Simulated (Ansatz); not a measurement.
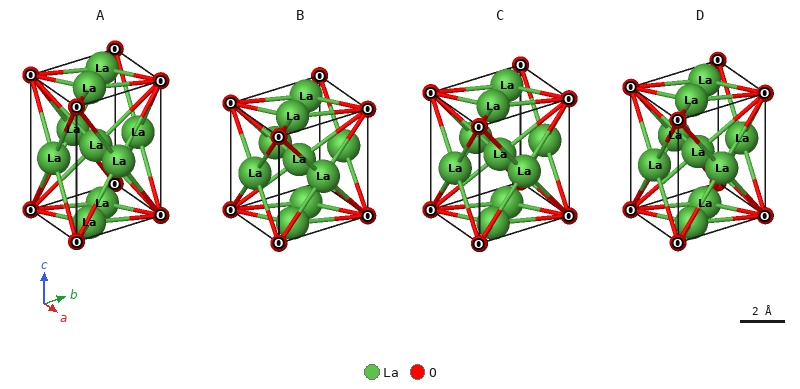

4 geometries from one relaxation of solid La5O (a generated structure, set up in P6/mmm) (coarse preliminary run), in shuffled order. The picture is a ball-and-stick view of the cell of the calculation, seen slightly off an axis.

All numbers below come from DFT PBE, scalar-relativistic, plane waves, PAW (Ansatz 0.2.0). Settings: plane-wave cutoff 420 eV; k-point mesh 3 × 3 × 4; occupations gaussian; smearing width 0.1 eV; no spin polarisation; cell and atoms relaxed; force threshold 0.04 eV/Å; at most 70 steps.

Put them in the order of the run, from the start to the converged end.

B, C, D, A. They are steps 0, 2, 3, 8, at +224 meV per atom, +87.1 meV per atom, +47.2 meV per atom relative to the last. After 6 accepted moves (8 points after the start) the energy has fallen by 224 meV per atom. All forces vanish by symmetry, so only the cell relaxes. Pressure: 5.13 GPa at the start and 0.10 GPa at the end. The SCF was repeated twice at an unchanged geometry on a basis and grid sized afresh for the cell, which shifted the energy by 21.0 meV per atom at most. No atom moves by more than 0.005 Å relative to the cell. The volume changes by +14.0 %, with a = b 6.311 → 5.993 Å (−5.0 %), c 5.015 → 6.338 Å (+26.4 %). Among the contacts that change: La–La 3.099 → 3.611 Å, La–O 4.030 → 4.361 Å, La–O 3.643 → 3.460 Å, La–La 3.643 → 3.460 Å. The space group stays P6/mmm (No. 191).

Limits of the set-up: layers or molecules are held without a dispersion correction, so their spacing is unreliable.
